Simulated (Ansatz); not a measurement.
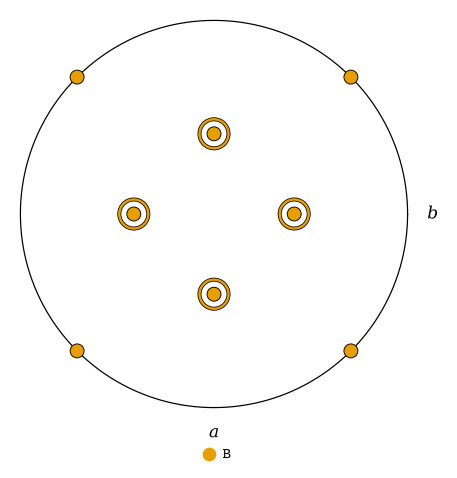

Directions from one boron atom at (0, 0, 0) to its bonded neighbours, in stereographic projection down c (filled: above the plane of the page or in it, open: below). Crystal: B, the geometry relaxed with Ansatz, DFT, BLYP, plane waves (420 eV) with PAW, scalar-relativistic; the starting structure was generated, so it need not be a known form of this composition. The drawing is computed from the coordinates (standard cell, symmetry found to 0.002 Å).

Neighbours are counted up to 2.35 Å for B.

```cif
data_structure
_symmetry_space_group_name_H-M 'P 1'
_symmetry_Int_Tables_number 1
_cell_length_a 2.8958
_cell_length_b 2.8958
_cell_length_c 2.8958
_cell_angle_alpha 90.000
_cell_angle_beta 90.000
_cell_angle_gamma 90.000
_cell_volume 24.28
loop_
_atom_site_label
_atom_site_type_symbol
_atom_site_fract_x
_atom_site_fract_y
_atom_site_fract_z
_atom_site_occupancy
B1 B 0.00000 0.00000 0.00000 1
B2 B 0.00000 0.50000 0.50000 1
B3 B 0.50000 0.00000 0.50000 1
B4 B 0.50000 0.50000 0.00000 1
```

### How many neighbours are there, and at what angles?

12: 12 B at 2.05 Å. Angles between bonds: 60° (24×), 90° (12×), 120° (24×), 180° (6×).

### What is the site's symmetry in the crystal?

Point group m-3m (Oh), order 48: three fourfold axes, four threefold axes, six twofold axes, nine mirror planes, an inversion centre. In Fm-3m, No. 225 this is Wyckoff position 4a.
